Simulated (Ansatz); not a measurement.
# Zn$_{25}$O$_{24}$ (cell charge +2, with a compensating background) (cell with a defect): what the fields show

Input file:

```
crystal:
  lattice:
    - [-3.2793907958, 5.6800714764, 5.2932332175]
    - [-3.2793907959, -5.6800714763, 5.2932332175]
    - [6.5587815918, -1.0e-10, 5.2932332175]
  atoms:
    - { symbol: Zn, position: [0.3356442126, 0.6661347266, 0.5062187272] }
    - { symbol: Zn, position: [0.6661347266, 0.5062187272, 0.3356442126] }
    - { symbol: Zn, position: [-0.0005001409, 0.8319586599, 0.6705960563] }
    - { symbol: Zn, position: [0.1671105241, 0.4888855671, 0.8296829589] }
    - { symbol: Zn, position: [0.4888855671, 0.8296829589, 0.1671105241] }
    - { symbol: Zn, position: [0.1721908734, -0.0032540864, 0.353124729] }
    - { symbol: Zn, position: [0.5062187272, 0.3356442126, 0.6661347266] }
    - { symbol: Zn, position: [0.8319586599, 0.6705960563, -0.0005001409] }
    - { symbol: Zn, position: [0.8296829589, 0.1671105241, 0.4888855671] }
    - { symbol: Zn, position: [0.353124729, 0.1721908734, -0.0032540864] }
    - { symbol: Zn, position: [0.6705960563, -0.0005001409, 0.8319586599] }
    - { symbol: Zn, position: [-0.0032540864, 0.353124729, 0.1721908734] }
    - { symbol: Zn, position: [0.3406621161, 0.4947898864, 0.1717066695] }
    - { symbol: Zn, position: [0.6747643951, 0.3349750979, 0.0011237112] }
    - { symbol: Zn, position: [0.0011237112, 0.6747643951, 0.3349750979] }
    - { symbol: Zn, position: [0.1717066695, 0.3406621161, 0.4947898864] }
    - { symbol: Zn, position: [0.5085461486, 0.6628520521, 0.8341336709] }
    - { symbol: Zn, position: [0.17524646, 0.7967207859, -0.0119329216] }
    - { symbol: Zn, position: [0.4947898864, 0.1717066695, 0.3406621161] }
    - { symbol: Zn, position: [0.8341336709, 0.5085461486, 0.6628520521] }
    - { symbol: Zn, position: [0.7967207859, -0.0119329216, 0.17524646] }
    - { symbol: Zn, position: [0.3349750979, 0.0011237112, 0.6747643951] }
    - { symbol: Zn, position: [0.6628520521, 0.8341336709, 0.5085461486] }
    - { symbol: Zn, position: [-0.0119329216, 0.17524646, 0.7967207859] }
    - { symbol: O, position: [0.457654056, 0.7936960256, 0.6343606629] }
    - { symbol: O, position: [0.7936960256, 0.6343606629, 0.457654056] }
    - { symbol: O, position: [0.1241580596, 0.9622314351, 0.8033984641] }
    - { symbol: O, position: [0.3035479542, 0.6047792437, 0.9566944537] }
    - { symbol: O, position: [0.6047792437, 0.9566944537, 0.3035479542] }
    - { symbol: O, position: [0.2911465606, 0.1290088265, 0.4687177567] }
    - { symbol: O, position: [0.6343606629, 0.457654056, 0.7936960256] }
    - { symbol: O, position: [0.9622314351, 0.8033984641, 0.1241580596] }
    - { symbol: O, position: [0.9566944537, 0.3035479542, 0.6047792437] }
    - { symbol: O, position: [0.4687177567, 0.2911465606, 0.1290088265] }
    - { symbol: O, position: [0.8033984641, 0.1241580596, 0.9622314351] }
    - { symbol: O, position: [0.1290088265, 0.4687177567, 0.2911465606] }
    - { symbol: O, position: [0.4569320515, 0.6272239327, 0.2968327308] }
    - { symbol: O, position: [0.7918208475, 0.4668289909, 0.1279853807] }
    - { symbol: O, position: [0.1279853807, 0.7918208475, 0.4668289909] }
    - { symbol: O, position: [0.2968327308, 0.4569320515, 0.6272239327] }
    - { symbol: O, position: [0.6247788495, 0.7974228042, 0.9639343913] }
    - { symbol: O, position: [0.2800563384, 0.9628500408, 0.1236236964] }
    - { symbol: O, position: [0.6272239327, 0.2968327308, 0.4569320515] }
    - { symbol: O, position: [0.9639343913, 0.6247788495, 0.7974228042] }
    - { symbol: O, position: [0.9628500408, 0.1236236964, 0.2800563384] }
    - { symbol: O, position: [0.4668289909, 0.1279853807, 0.7918208475] }
    - { symbol: O, position: [0.7974228042, 0.9639343913, 0.6247788495] }
    - { symbol: O, position: [0.1236236964, 0.2800563384, 0.9628500408] }
    - { symbol: Zn, position: [0.060860011, 0.060860011, 0.060860011] }
  host:
    lattice:
      - [3.2793907959, 0.0, 0.0]
      - [-1.6396953979, 2.8400357382, 0.0]
      - [0.0, 0.0, 5.2932332175]
    atoms:
      - { symbol: Zn, position: [0.6666666667, 0.3333333333, 0.5006044103] }
      - { symbol: Zn, position: [0.3333333333, 0.6666666667, 0.0006044103] }
      - { symbol: O, position: [0.6666666667, 0.3333333333, 0.8797055897] }
      - { symbol: O, position: [0.3333333333, 0.6666666667, 0.3797055897] }
total_charge: 2
basis:
  ecutwfc: 420
  xc_grid: 2
kpoints:
  mp_grid: { grid: [2, 2, 2], shift: [0.5, 0.5, 0.5] }
hamiltonian:
  xc: pbe
scf:
  occupations: { method: gaussian, width: 0.01 }
output:
  forces: true
  stress: false
  eigenvalues: true
  charged_corrections:
    defect_position: [0.06944444, 0.06944444, 0.06944444]
    epsilon: [[10.5527, 0.0, 0.0], [0.0, 10.5527, 0.0], [0.0, 0.0, 11.5861]]
  write_density: true
  write_potential: true
  elf: true
  volumetric_format: npy
relax:
  adjacent_minimum: "off"
  f_tol: 0.025
  max_steps: 45
```

Launched as:

```sh
ansatz run input.yaml --threads 4 --pin off --max-ram 6144MiB --backend cpu --events-out ev --progress --plain --runs-dir out
```

The fields are those of the relaxed geometry.

The calculation used DFT PBE, scalar-relativistic, plane waves, PAW in Ansatz 0.2.0.

The density is the valence pseudo-density of a PAW calculation; it isn't the true density close to the nuclei.

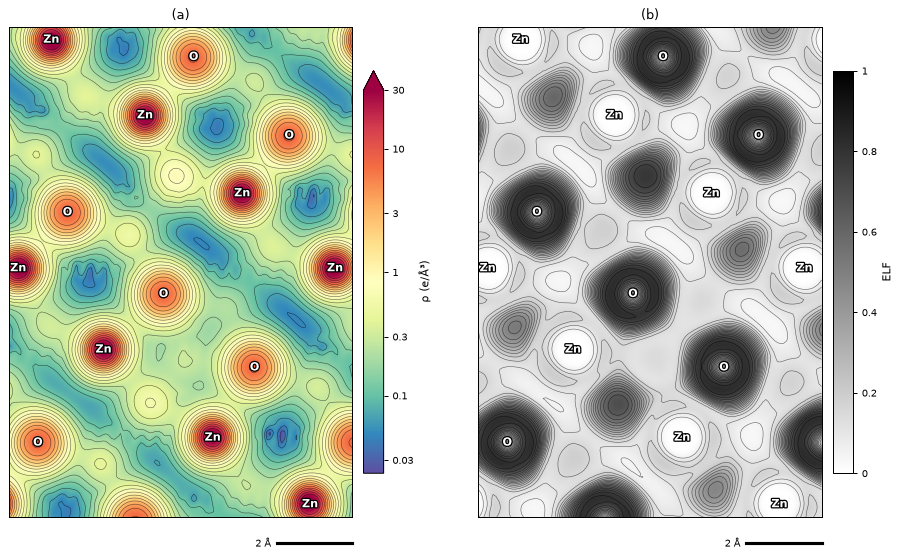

Figure 1. (a) valence electron density; (b) ELF on the (011̄) plane of the calculation cell.

> What do the fields say about this system?

- Atoms in the plane: Zn and O.
- Atoms just off the plane (Zn, 0.8 Å away and O, 0.7 Å away) can leave unmarked features too.
- Zn–O (1.98 Å): the density is about 0.59 e/Å³ at the midpoint; the ELF peaks at about 0.85 in the valence shell of O, 0.6 Å from its nucleus, and is about 0.25 at the midpoint: no localised pair shows between them.
- Zn–O (2.02 Å): ρ at the midpoint is about 0.54 e/Å³; the ELF peaks at about 0.85 in the valence shell of O, 0.6 Å from its nucleus, and is about 0.25 at the midpoint; no shared electron pair shows on this line.
- Zn–O (2.18 Å): ρ at the midpoint is about 0.39 e/Å³; the ELF peaks at about 0.85 in the valence shell of O, 0.6 Å from its nucleus, and is about 0.20 at the midpoint; no shared electron pair shows on this line.
- Between the atoms the lowest density in this plane is 0.02 e/Å³.

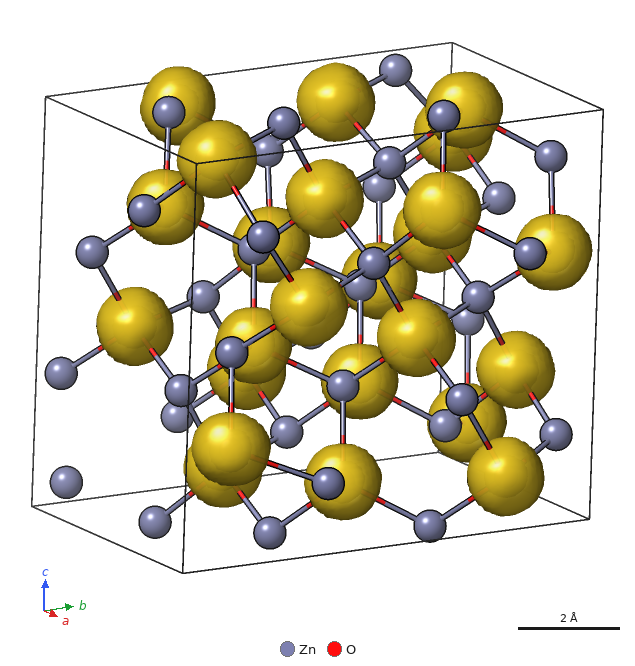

Figure 2. Isosurface of the ELF at 0.75 (yellow), seen slightly off an axis. Core shells and regions of very low density are left out. Sticks mark near contacts.

> Identify the bonds, lone pairs and shells in this picture.

At this value the surface marks out 24 regions wrapped around O (the valence shell of each), counted in one cell of 49 atoms. Regions shared between cells count once. Profiles from the grid: Zn–O (1.88 Å): the ELF peaks at about 0.80 in the valence shell of O, 0.6 Å from its nucleus, and is about 0.30 at the midpoint. Zn–O (1.94 Å): the ELF peaks at about 0.85 in the valence shell of O, 0.6 Å from its nucleus, and is about 0.25 at the midpoint: no localised pair shows between them.

> Metal or insulator at this level of theory?

It is gapped, with a Kohn–Sham gap of 1.8 eV on the k-point mesh, an upper bound to the gap of this method.
